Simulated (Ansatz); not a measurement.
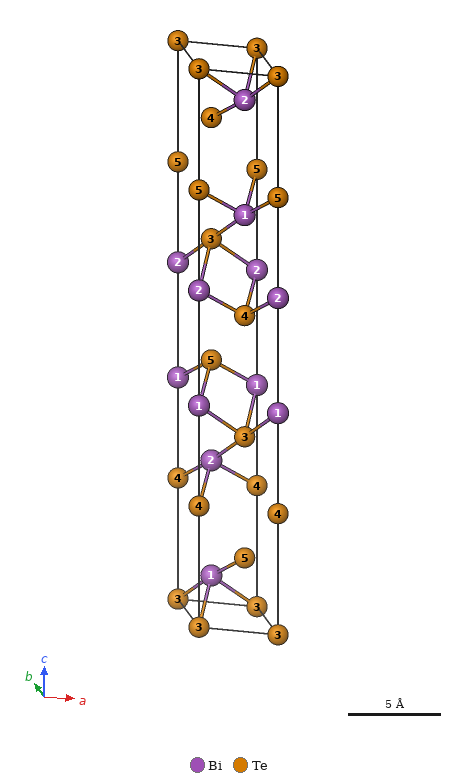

Fig. 1: The starting structure (ball-and-stick view of the cell 3 times as large as that of the calculation, set on its symmetry axes, seen at an oblique angle; atoms are numbered from 1 in the order of the input). Near neighbours in the crystal (not all of them lie inside the picture): Bi has 6 Te at 3.10 to 3.31 Å; Te has 6 Bi at 3.31 Å; Te has 3 Bi at 3.10 Å.

Bi₂Te₃: geometry relaxation (part 1 of 2)

System: Bi₂Te₃ (R-3m, 5 atoms in the cell).
Method: DFT r2SCAN, scalar-relativistic, plane waves, PAW, no spin polarisation (Ansatz 0.2.0).

The structure derives from an entry of the Crystallography Open Database. Figures and captions count atoms from 1; the log counts them from 0 in places.

**What the program printed**
```
basis.fft_grid_basis auto: the FFT boxes are laid along the combinations [[1, 0, -1], [0, 1, -1], [0, 0, 1]] of the cell's own vectors, 4.463, 4.463 and 11.167 Å long. The dense box has 36×36×90 points. Along the cell's own vectors, as sized, it would have 90×90×90, 6.25 times as many. Of the 12 symmetry operations that the crystal satisfies within crystal.symmetry.tolerance (time reversal apart; of a slab, those that keep its plane) the dense box along the cell's own vectors carries 12, and the one as laid loses 8 of those. basis.fft_grid_basis: typed keeps the cell's own vectors: state it where this run's energies or levels are differenced outside the engine with another run's, or held beside a run that keeps those vectors.
Engine: ansatz 0.2.0, aarch64-unknown-linux-gnu
Pseudopotentials: kind: paw
Pseudopotential: Bi, paw, valence charge 15, recommended cutoff 500 eV (meta_gga), Bi.paw.azcp
Pseudopotential: Te, paw, valence charge 16, recommended cutoff 500 eV (meta_gga), Te.paw.azcp
Functional definition: r2SCAN
  parameter k0 = 0.174
  parameter k1 = 0.065
  parameter a1 = 4.9479
  exchange = r2scan_x(k0 = k0, k1 = k1, a1 = a1)
  correlation = r2scan_c
Crystal: 5 atoms, lattice volume = 187.429 Å³
Basis set: ecut = 500 eV, 4749 PW (Γ), FFT grids on a1−a3, a2−a3, a3, exchange–correlation on 144×144×360 points (64 copies of the dense FFT grid, shifted against one another)
Bands: 47, of which v1, the nominal top of the filled ones, is band 39 counted from 1 (38 counted from 0)
Symmetry: 12 space group operations
Space group: R-3m (ITA 166), of the structure as read, at distance tolerance 5.7e-5 Å
k-points: 85 of 729
Non-local potential: Bi, projectors of the file, l = 0: 2, l = 1: 2, l = 2: 2, l = 3: 2
Non-local potential: Te, projectors of the file, l = 0: 2, l = 1: 2, l = 2: 2, l = 3: 2
PAW form: soft (Blöchl's): semilocal exchange-correlation on the pseudo side does not see the compensation charge
PAW frozen core: Bi, regenerated for the run's functional (the file was generated under x = pbe(κ = 0.804, μ = 0.2195149727645171), c = pbe(β = 0.06672455060314922))
PAW frozen core: Te, regenerated for the run's functional (the file was generated under x = pbe(κ = 0.804, μ = 0.2195149727645171), c = pbe(β = 0.06672455060314922))
PAW one-centre angular grid: Bi, 590 points (default); XC on 160 Gauss nodes
PAW one-centre angular grid: Te, 590 points (default); XC on 160 Gauss nodes
Initial density: superposition of atomic densities (neutral atoms: chi_scale 0, normalization atom), corrected by the library's trained network
Initial wavefunctions: pseudopotential atomic-orbital guess
Functional: x = r2scan, c = r2scan; τ floored in thin density (d = 2e-4 eV/Å³)
SCF iter   1: F=—  HF=-45807.906821 eV  |F-HF|=—  |Δ(HF+E_count)|=         —  Δρ=3.26e-3  dr2=4.19e-2  dr2_τ=5.84e-3  ethr=1.77e-3  ⟨swp⟩=9.4  Hψ=18376  notcnv=0  defer=3
preconditioner: auto → Resta (q_TF=auto, 2.357 Å⁻¹)  ε∞=3.8  [insulator: Δε(μ)=0.881 eV  Ē_g=8.648 eV  σ=0.020 eV  W_gap=1.00  n_scr=44 (ndim 8)  ℏωp=14.4 eV  f_vac=0.049  D(μ)=0.00/eV (n_scr^D=0)  ε∞_Penn≈3.8]
SCF iter   2: F=—  HF=-45807.915192 eV  |F-HF|=—  |Δ(HF+E_count)|=   8.37e-3  Δρ=1.78e-3  dr2=8.43e-3  dr2_τ=2.27e-4  ethr=5.38e-5  ⟨swp⟩=3.0  Hψ=6053  notcnv=0  defer=128
SCF iter   3: F=—  HF=-45807.915664 eV  |F-HF|=—  |Δ(HF+E_count)|=   4.72e-4  Δρ=9.82e-4  dr2=2.82e-3  dr2_τ=4.24e-5  ethr=1.08e-5  ⟨swp⟩=3.7  Hψ=7201  notcnv=0  defer=128
SCF iter   4: F=—  HF=-45807.915970 eV  |F-HF|=—  |Δ(HF+E_count)|=   3.06e-4  Δρ=2.16e-4  dr2=6.11e-5  dr2_τ=3.07e-6  ethr=3.62e-6  ⟨swp⟩=2.0  Hψ=4451  notcnv=0  defer=128
SCF iter   5: F=—  HF=-45807.915962 eV  |F-HF|=—  |Δ(HF+E_count)|=   7.84e-6  Δρ=6.14e-5  dr2=6.72e-6  dr2_τ=2.65e-7  ethr=7.84e-8  ⟨swp⟩=2.6  Hψ=7365  notcnv=0  defer=128
SCF iter   6: F=—  HF=-45807.915965 eV  |F-HF|=—  |Δ(HF+E_count)|=   2.74e-6  Δρ=1.88e-5  dr2=7.89e-7  dr2_τ=1.61e-8  ethr=8.62e-9  ⟨swp⟩=2.0  Hψ=7173  notcnv=0  defer=128
SCF iter   7: F=-45807.915965 eV  HF=-45807.915965 eV  |F-HF|=1.07e-8  |Δ(HF+E_count)|=   5.38e-7  Δρ=4.96e-6  dr2=4.49e-8  dr2_τ=8.51e-10  ethr=1.28e-10  ⟨swp⟩=12.4  Hψ=20212  notcnv=0
SCF 1 converged in 7 iterations: F = -45807.915965 eV  dr2 = 4.49e-8
  greatest PAW one-centre occupation: 0.997 electrons in one spin orbital (limit 2), on the Te atom at site 4 (counted from 0), in its partial waves of l = 2
relax step   1: F+E_penalty+E_count = -45807.91596507 eV  Δ(F+E_penalty+E_count) = +0.000e0 eV  max|allowed force component| = 2.149e-1 eV/Å  Δτ_max = 0.0000 Å  P = -1.313 GPa  Ω = 187.429 Å³  fix = [volume]  reactions: volume -1.313 GPa  (7 SCF iters, dr2 threshold 1.00e-7 eV, accepted)
Basis set: ecut = 500 eV, 4773 PW (Γ), FFT grids on a1−a3, a2−a3, a3, exchange–correlation on 144×144×360 points (64 copies of the dense FFT grid, shifted against one another)
Initial density: handed on by an earlier stage of this run
Initial wavefunctions: those handed on with the density
iter 1 solved again at ethr=2.30e-5 eV; its pass at ethr=3.10e-3 eV (dr2=1.79e-2 eV) is discarded
SCF iter   1: F=—  HF=-45807.331352 eV  |F-HF|=—  |Δ(HF+E_count)|=         —  Δρ=4.00e-3  dr2=1.92e-2  dr2_τ=6.81e-1  ethr=2.30e-5  ⟨swp⟩=3.0  Hψ=20995  notcnv=0
preconditioner: auto → Resta (q_TF=auto, 2.357 Å⁻¹)  ε∞=3.7  [insulator: Δε(μ)=0.929 eV  Ē_g=8.776 eV  σ=0.020 eV  W_gap=1.00  n_scr=44 (ndim 8)  ℏωp=14.4 eV  f_vac=0.084  D(μ)=0.00/eV (n_scr^D=0)  ε∞_Penn≈3.7]
SCF iter   2: F=—  HF=-45807.914740 eV  |F-HF|=—  |Δ(HF+E_count)|=   5.83e-1  Δρ=2.40e-3  dr2=1.84e-2  dr2_τ=1.76e-4  ethr=2.30e-5  ⟨swp⟩=4.1  Hψ=9870  notcnv=0
SCF iter   3: F=—  HF=-45807.913879 eV  |F-HF|=—  |Δ(HF+E_count)|=   8.61e-4  Δρ=1.55e-3  dr2=4.14e-3  dr2_τ=6.14e-5  ethr=2.30e-5  ⟨swp⟩=3.1  Hψ=5520  notcnv=0
SCF iter   4: F=—  HF=-45807.914464 eV  |F-HF|=—  |Δ(HF+E_count)|=   5.85e-4  Δρ=6.32e-4  dr2=6.42e-4  dr2_τ=1.90e-5  ethr=5.30e-6  ⟨swp⟩=1.6  Hψ=4150  notcnv=0
SCF iter   5: F=—  HF=-45807.914697 eV  |F-HF|=—  |Δ(HF+E_count)|=   2.33e-4  Δρ=3.39e-4  dr2=1.53e-4  dr2_τ=3.58e-6  ethr=8.23e-7  ⟨swp⟩=2.2  Hψ=5160  notcnv=0
SCF iter   6: F=—  HF=-45807.914716 eV  |F-HF|=—  |Δ(HF+E_count)|=   1.85e-5  Δρ=1.14e-4  dr2=2.56e-5  dr2_τ=3.43e-7  ethr=1.96e-7  ⟨swp⟩=2.0  Hψ=5185  notcnv=0
SCF iter   7: F=—  HF=-45807.914724 eV  |F-HF|=—  |Δ(HF+E_count)|=   8.22e-6  Δρ=4.75e-5  dr2=9.44e-6  dr2_τ=2.38e-8  ethr=3.28e-8  ⟨swp⟩=2.0  Hψ=4767  notcnv=0
SCF iter   8: F=—  HF=-45807.914723 eV  |F-HF|=—  |Δ(HF+E_count)|=   5.27e-7  Δρ=2.38e-5  dr2=2.51e-6  dr2_τ=6.30e-9  ethr=1.21e-8  ⟨swp⟩=1.0  Hψ=3995  notcnv=0
SCF iter   9: F=-45807.914723 eV  HF=-45807.914723 eV  |F-HF|=1.81e-7  |Δ(HF+E_count)|=   2.70e-7  Δρ=8.54e-6  dr2=2.85e-7  dr2_τ=6.29e-10  ethr=6.41e-10  ⟨swp⟩=4.8  Hψ=16834  notcnv=0
SCF 2 converged in 9 iterations: F = -45807.914723 eV  dr2 = 2.85e-7
relax step   2: F+E_penalty+E_count = -45807.91472291 eV  Δ(F+E_penalty+E_count) = +1.242e-3 eV  max|allowed force component| = 2.363e-1 eV/Å  Δτ_max = 0.1487 Å  P = +0.295 GPa  Ω = 187.429 Å³  fix = [volume]  (9 SCF iters, dr2 threshold 5.00e-7 eV, rejected (line search))
Basis set: ecut = 500 eV, 4755 PW (Γ), FFT grids on a1−a3, a2−a3, a3, exchange–correlation on 144×144×360 points (64 copies of the dense FFT grid, shifted against one another)
iter 1 solved again at ethr=1.27e-5 eV; its pass at ethr=3.10e-3 eV (dr2=9.92e-3 eV) is discarded
SCF iter   1: F=—  HF=-45807.797697 eV  |F-HF|=—  |Δ(HF+E_count)|=         —  Δρ=2.16e-3  dr2=1.03e-2  dr2_τ=1.90e-1  ethr=1.27e-5  ⟨swp⟩=3.3  Hψ=19667  notcnv=0
preconditioner: auto → Resta (q_TF=auto, 2.357 Å⁻¹)  ε∞=3.7  [insulator: Δε(μ)=0.879 eV  Ē_g=8.705 eV  σ=0.020 eV  W_gap=1.00  n_scr=44 (ndim 8)  ℏωp=14.4 eV  f_vac=0.067  D(μ)=0.00/eV (n_scr^D=0)  ε∞_Penn≈3.7]
SCF iter   2: F=—  HF=-45807.930378 eV  |F-HF|=—  |Δ(HF+E_count)|=   1.33e-1  Δρ=1.34e-3  dr2=3.28e-3  dr2_τ=4.27e-5  ethr=1.27e-5  ⟨swp⟩=3.4  Hψ=8390  notcnv=0
SCF iter   3: F=—  HF=-45807.930688 eV  |F-HF|=—  |Δ(HF+E_count)|=   3.10e-4  Δρ=7.77e-4  dr2=9.10e-4  dr2_τ=2.12e-5  ethr=4.20e-6  ⟨swp⟩=1.5  Hψ=4039  notcnv=0
SCF iter   4: F=—  HF=-45807.931098 eV  |F-HF|=—  |Δ(HF+E_count)|=   4.10e-4  Δρ=2.64e-4  dr2=6.74e-4  dr2_τ=3.71e-6  ethr=1.17e-6  ⟨swp⟩=2.0  Hψ=6110  notcnv=0
SCF iter   5: F=—  HF=-45807.931026 eV  |F-HF|=—  |Δ(HF+E_count)|=   7.19e-5  Δρ=8.44e-5  dr2=1.42e-5  dr2_τ=2.57e-7  ethr=8.65e-7  ⟨swp⟩=1.4  Hψ=4116  notcnv=0
SCF iter   6: F=—  HF=-45807.931026 eV  |F-HF|=—  |Δ(HF+E_count)|=   3.89e-7  Δρ=2.91e-5  dr2=1.45e-6  dr2_τ=2.82e-8  ethr=1.82e-8  ⟨swp⟩=2.0  Hψ=5775  notcnv=0
SCF iter   7: F=—  HF=-45807.930992 eV  |F-HF|=—  |Δ(HF+E_count)|=   3.39e-5  Δρ=5.22e-6  dr2=4.02e-8  dr2_τ=2.19e-9  ethr=1.86e-9  ⟨swp⟩=2.0  Hψ=6970  notcnv=0
SCF iter   8: F=—  HF=-45807.930992 eV  |F-HF|=—  |Δ(HF+E_count)|=   6.15e-9  Δρ=1.16e-6  dr2=3.64e-9  dr2_τ=8.64e-11  ethr=5.15e-11  ⟨swp⟩=2.0  Hψ=7310  notcnv=0
SCF iter   9: F=—  HF=-45807.930992 eV  |F-HF|=—  |Δ(HF+E_count)|=   2.20e-9  Δρ=3.82e-7  dr2=4.38e-10  dr2_τ=1.02e-11  ethr=4.66e-12  ⟨swp⟩=2.0  Hψ=6460  notcnv=0
SCF iter  10: F=-45807.930992 eV  HF=-45807.930992 eV  |F-HF|=1.46e-11  |Δ(HF+E_count)|=  1.31e-10  Δρ=7.46e-8  dr2=2.02e-11  dr2_τ=4.64e-13  ethr=1.00e-12  ⟨swp⟩=6.0  Hψ=16692  notcnv=0
SCF 3 converged in 10 iterations: F = -45807.930992 eV  dr2 = 2.02e-11
relax step   3: F+E_penalty+E_count = -45807.93099175 eV  Δ(F+E_penalty+E_count) = -1.503e-2 eV  max|allowed force component| = 1.437e-2 eV/Å  Δτ_max = 0.0723 Å  P = -0.556 GPa  Ω = 187.429 Å³  energy of the carried Pulay correction = -1.058e-17 eV  fix = [volume]  reactions: volume -0.556 GPa  (10 SCF iters, accepted)
Basis set: ecut = 500 eV, 4721 PW (Γ), FFT grids on a1−a3, a2−a3, a3, exchange–correlation on 144×144×360 points (64 copies of the dense FFT grid, shifted against one another)
iter 1 solved again at ethr=3.60e-7 eV; its pass at ethr=3.10e-3 eV (dr2=2.81e-4 eV) is discarded
SCF iter   1: F=—  HF=-45807.922781 eV  |F-HF|=—  |Δ(HF+E_count)|=         —  Δρ=4.92e-4  dr2=2.77e-4  dr2_τ=1.04e-2  ethr=3.60e-7  ⟨swp⟩=3.0  Hψ=21857  notcnv=0
preconditioner: auto → Resta (q_TF=auto, 2.357 Å⁻¹)  ε∞=3.7  [insulator: Δε(μ)=0.987 eV  Ē_g=8.728 eV  σ=0.020 eV  W_gap=1.00  n_scr=44 (ndim 8)  ℏωp=14.4 eV  f_vac=0.071  D(μ)=0.00/eV (n_scr^D=0)  ε∞_Penn≈3.7]
SCF iter   2: F=—  HF=-45807.932029 eV  |F-HF|=—  |Δ(HF+E_count)|=   9.25e-3  Δρ=2.94e-4  dr2=1.53e-4  dr2_τ=2.39e-6  ethr=3.55e-7  ⟨swp⟩=3.0  Hψ=8583  notcnv=0
SCF iter   3: F=—  HF=-45807.932046 eV  |F-HF|=—  |Δ(HF+E_count)|=   1.68e-5  Δρ=1.71e-4  dr2=4.91e-5  dr2_τ=1.20e-6  ethr=1.96e-7  ⟨swp⟩=1.1  Hψ=4046  notcnv=0
SCF iter   4: F=—  HF=-45807.932031 eV  |F-HF|=—  |Δ(HF+E_count)|=   1.45e-5  Δρ=3.44e-5  dr2=1.71e-5  dr2_τ=9.26e-8  ethr=6.29e-8  ⟨swp⟩=2.0  Hψ=5431  notcnv=0
SCF iter   5: F=—  HF=-45807.932030 eV  |F-HF|=—  |Δ(HF+E_count)|=   1.21e-6  Δρ=1.96e-5  dr2=1.40e-6  dr2_τ=1.76e-8  ethr=2.20e-8  ⟨swp⟩=1.5  Hψ=4230  notcnv=0
SCF iter   6: F=—  HF=-45807.932030 eV  |F-HF|=—  |Δ(HF+E_count)|=   3.05e-7  Δρ=6.92e-6  dr2=9.00e-8  dr2_τ=1.48e-9  ethr=1.79e-9  ⟨swp⟩=2.5  Hψ=5574  notcnv=0
SCF iter   7: F=-45807.932031 eV  HF=-45807.932031 eV  |F-HF|=7.35e-10  |Δ(HF+E_count)|=   5.01e-8  Δρ=1.39e-6  dr2=4.24e-9  dr2_τ=9.56e-11  ethr=6.55e-11  ⟨swp⟩=6.4  Hψ=16726  notcnv=0
SCF 4 converged in 7 iterations: F = -45807.932031 eV  dr2 = 4.24e-9
relax step   4: F+E_penalty+E_count = -45807.93203051 eV  Δ(F+E_penalty+E_count) = -1.039e-3 eV  max|allowed force component| = 1.031e-2 eV/Å  Δτ_max = 0.0162 Å  P = -0.379 GPa  Ω = 187.429 Å³  fix = [volume]  reactions: volume -0.379 GPa  (7 SCF iters, dr2 threshold 5.11e-8 eV, accepted)
Basis set: ecut = 500 eV, 4703 PW (Γ), FFT grids on a1−a3, a2−a3, a3, exchange–correlation on 144×144×360 points (64 copies of the dense FFT grid, shifted against one another)
iter 1 solved again at ethr=5.09e-8 eV; its pass at ethr=3.10e-3 eV (dr2=3.97e-5 eV) is discarded
SCF iter   1: F=—  HF=-45807.931898 eV  |F-HF|=—  |Δ(HF+E_count)|=         —  Δρ=9.87e-5  dr2=4.23e-5  dr2_τ=2.01e-4  ethr=5.09e-8  ⟨swp⟩=3.1  Hψ=21847  notcnv=0
preconditioner: auto → Resta (q_TF=auto, 2.357 Å⁻¹)  ε∞=3.7  [insulator: Δε(μ)=0.992 eV  Ē_g=8.728 eV  σ=0.020 eV  W_gap=1.00  n_scr=44 (ndim 8)  ℏωp=14.4 eV  f_vac=0.071  D(μ)=0.00/eV (n_scr^D=0)  ε∞_Penn≈3.7]
SCF iter   2: F=—  HF=-45807.932232 eV  |F-HF|=—  |Δ(HF+E_count)|=   3.34e-4  Δρ=5.84e-5  dr2=1.63e-5  dr2_τ=1.91e-7  ethr=5.09e-8  ⟨swp⟩=2.0  Hψ=6035  notcnv=0
SCF iter   3: F=—  HF=-45807.932217 eV  |F-HF|=—  |Δ(HF+E_count)|=   1.47e-5  Δρ=3.76e-5  dr2=5.72e-6  dr2_τ=5.56e-8  ethr=2.09e-8  ⟨swp⟩=1.0  Hψ=3995  notcnv=0
SCF iter   4: F=—  HF=-45807.932183 eV  |F-HF|=—  |Δ(HF+E_count)|=   3.35e-5  Δρ=1.95e-5  dr2=1.74e-6  dr2_τ=1.77e-8  ethr=7.34e-9  ⟨swp⟩=2.0  Hψ=5025  notcnv=0
SCF iter   5: F=—  HF=-45807.932183 eV  |F-HF|=—  |Δ(HF+E_count)|=   1.76e-7  Δρ=9.46e-6  dr2=1.43e-7  dr2_τ=1.91e-9  ethr=2.23e-9  ⟨swp⟩=2.7  Hψ=5273  notcnv=0
SCF iter   6: F=—  HF=-45807.932184 eV  |F-HF|=—  |Δ(HF+E_count)|=   1.01e-7  Δρ=4.09e-6  dr2=2.99e-8  dr2_τ=3.70e-10  ethr=1.84e-10  ⟨swp⟩=2.0  Hψ=4952  notcnv=0
SCF iter   7: F=-45807.932184 eV  HF=-45807.932184 eV  |F-HF|=3.13e-10  |Δ(HF+E_count)|=   1.72e-8  Δρ=5.30e-7  dr2=5.97e-10  dr2_τ=2.06e-11  ethr=8.52e-12  ⟨swp⟩=4.1  Hψ=15944  notcnv=0
SCF 5 converged in 7 iterations: F = -45807.932184 eV  dr2 = 5.97e-10
relax step   5: F+E_penalty+E_count = -45807.93218354 eV  Δ(F+E_penalty+E_count) = -1.530e-4 eV  max|allowed force component| = 1.435e-3 eV/Å  Δτ_max = 0.0008 Å  P = -0.373 GPa  Ω = 187.429 Å³  energy of the carried Pulay correction = -1.058e-17 eV  fix = [volume]  reactions: volume -0.373 GPa  (7 SCF iters, dr2 threshold 6.64e-9 eV, accepted)
Initial wavefunctions: pseudopotential atomic-orbital guess (no wavefunctions were taken with the density)
iter 1 solved again at ethr=3.08e-7 eV; its pass at ethr=3.10e-3 eV (dr2=2.40e-4 eV) is discarded
SCF iter   1: F=—  HF=-45807.931507 eV  |F-HF|=—  |Δ(HF+E_count)|=         —  Δρ=1.71e-4  dr2=1.03e-6  dr2_τ=3.47e-7  ethr=3.08e-7  ⟨swp⟩=4.0  Hψ=28922  notcnv=0
preconditioner: auto → Resta (q_TF=auto, 2.357 Å⁻¹)  ε∞=3.7  [insulator: Δε(μ)=0.990 eV  Ē_g=8.728 eV  σ=0.020 eV  W_gap=1.00  n_scr=44 (ndim 8)  ℏωp=14.4 eV  f_vac=0.071  D(μ)=0.00/eV (n_scr^D=0)  ε∞_Penn≈3.7]
SCF iter   2: F=—  HF=-45807.932137 eV  |F-HF|=—  |Δ(HF+E_count)|=   6.31e-4  Δρ=8.59e-5  dr2=2.83e-7  dr2_τ=3.94e-6  ethr=1.32e-9  ⟨swp⟩=3.0  Hψ=7994  notcnv=0
SCF iter   3: F=—  HF=-45807.932223 eV  |F-HF|=—  |Δ(HF+E_count)|=   8.51e-5  Δρ=7.97e-6  dr2=2.46e-7  dr2_τ=2.85e-8  ethr=3.63e-10  ⟨swp⟩=2.8  Hψ=5527  notcnv=0
SCF iter   4: F=—  HF=-45807.932223 eV  |F-HF|=—  |Δ(HF+E_count)|=   5.09e-7  Δρ=1.79e-6  dr2=3.06e-9  dr2_τ=1.36e-9  ethr=3.15e-10  ⟨swp⟩=2.0  Hψ=4349  notcnv=0
SCF iter   5: F=—  HF=-45807.932223 eV  |F-HF|=—  |Δ(HF+E_count)|=   2.44e-8  Δρ=5.02e-7  dr2=5.47e-10  dr2_τ=1.70e-11  ethr=3.92e-12  ⟨swp⟩=2.3  Hψ=5968  notcnv=0
SCF iter   6: F=-45807.932223 eV  HF=-45807.932223 eV  |F-HF|=3.64e-11  |Δ(HF+E_count)|=  6.98e-10  Δρ=1.08e-7  dr2=3.82e-11  dr2_τ=8.39e-13  ethr=1.00e-12  ⟨swp⟩=5.7  Hψ=15692  notcnv=0
SCF 6 converged in 6 iterations: F = -45807.932223 eV  dr2 = 3.82e-11
relax step   6: F+E_penalty+E_count = -45807.93222306 eV  Δ(F+E_penalty+E_count) = -3.952e-5 eV  max|allowed force component| = 1.431e-3 eV/Å  Δτ_max = 0.0000 Å  P = -0.373 GPa  Ω = 187.429 Å³  fix = [volume]  reactions: volume -0.373 GPa  stress off target by 2.03e-3 GPa on what of the cell is left free  SCF on the basis re-selected at this cell (its energy is not comparable with the rows above)  (6 SCF iters)
```
